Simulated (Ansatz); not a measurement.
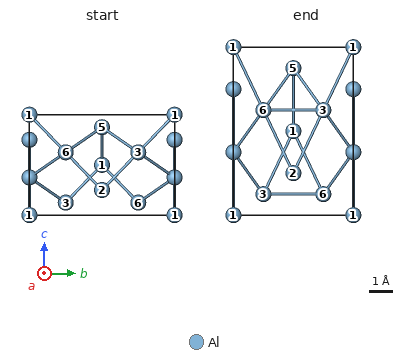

The structure of a crystal of Al (a generated structure, set up in I4_1/amd) (coarse preliminary run) before (left) and after (right) a relaxation, at one scale.

The picture is a ball-and-stick view of the conventional cell (2 times the calculation's cell), seen along the a axis. Lengths and directions refer to the drawn axes.

These are results of DFT PBE, scalar-relativistic, plane waves, PAW (Ansatz), not measurements. Settings: plane-wave cutoff 420 eV; k-point mesh 6 × 6 × 6; occupations gaussian; smearing width 0.1 eV; no spin polarisation; cell and atoms relaxed; force threshold 0.04 eV/Å; at most 70 steps.

Question: What changed between the two?

Answer: The atoms keep their places relative to the cell (all moves are under 0.005 Å). The volume changes by +14.2 %, with a = b 6.418 → 5.303 Å (−17.4 %), c 4.444 → 7.430 Å (+67.2 %). Near-neighbour distances that change, for instance: Al–Al 2.313 → 3.086 Å, Al–Al 3.209 → 2.652 Å, Al–Al 2.527 → 2.639 Å. Among the angles between lasting bonds that change: Al–Al–Al 101.1° → 119.7°, Al–Al–Al 78.9° → 60.3°. The space group stays I4_1/amd (No. 141). After 15 accepted moves (18 points after the start) the energy has fallen by 837 meV per atom. All forces vanish by symmetry, so only the cell relaxes. Pressure: 35.50 GPa at the start and 0.01 GPa at the end. The SCF was repeated 3 times at an unchanged geometry on a basis and grid sized afresh for the cell, which shifted the energy by 53.4 meV per atom at most.
